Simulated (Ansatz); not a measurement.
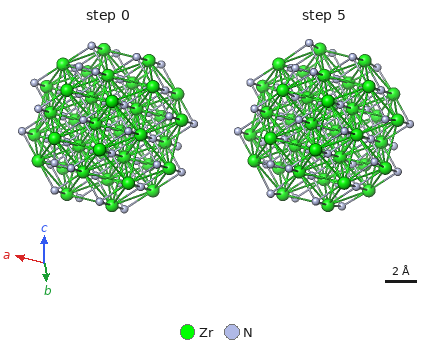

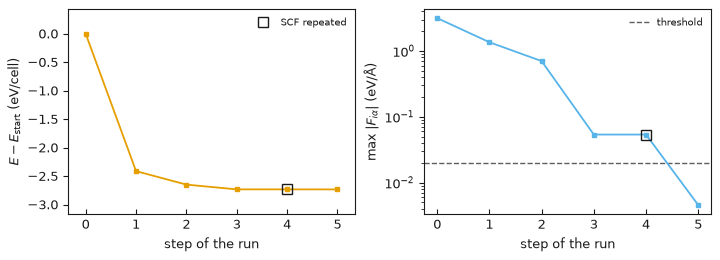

First and last geometry of a relaxation of a defect cell of composition Zr8N9, with the history of the run. Style: ball-and-stick. Shown: the atoms within 5.8 Å of the atom that moves most (axes of the larger cell on standard axes (3 times the calculation's cell) (origin shifted)), from a free direction.

Case: N interstitial, charge +0, atoms relaxed. The atoms of the start lie slightly off their symmetric places, so part of the fall in energy undoes that.

Theory: DFT PBE, scalar-relativistic, plane waves, PAW (Ansatz). (plane-wave cutoff 420 eV; k-point mesh 4 × 4 × 4; occupations gaussian; smearing width 0.1 eV; no spin polarisation; atoms relaxed in a fixed cell; force threshold 0.02 eV/Å; at most 60 steps)

Question: Did the run converge, and what did it change?

Answer: It converged. After 4 accepted moves (5 points after the start) the energy has fallen by 2.734 eV per cell of the calculation. Largest force component: 3.2 eV/Å at the start, 0.0046 eV/Å at the end. 1 step only repeated the SCF at the same geometry. The largest moves, 0.25 Å, are those of N atoms. By element the largest moves are N 0.25 Å, Zr 0.02 Å. The lattice vectors keep their values. Among the contacts that change: N–Zr 2.297 → 2.455 Å, N–Zr 2.297 → 2.154 Å, N–Zr 1.868 → 1.999 Å, N–Zr 2.046 → 1.999 Å. Among the angles between lasting bonds that change: Zr–N–Zr 180.0° → 170.3°, Zr–N–Zr 90.0° → 97.0°, Zr–N–Zr 90.0° → 83.4°.

| step | E − E(0), meV/atom | largest force component, eV/Å | note |
| --- | --- | --- | --- |
| 0 | 0.00 | 3.1695 |  |
| 1 | -141.93 | 1.3621 |  |
| 2 | -155.86 | 0.7042 |  |
| 3 | -160.77 | 0.0538 |  |
| 4 | -160.77 | 0.0538 | same geometry, SCF repeated |
| 5 | -160.82 | 0.0046 |  |

Limits of the set-up: the cell has an odd number of electrons but was run without spin polarisation; the periodic images lie only 6.5 Å apart, so the values are limited by the cell's size.
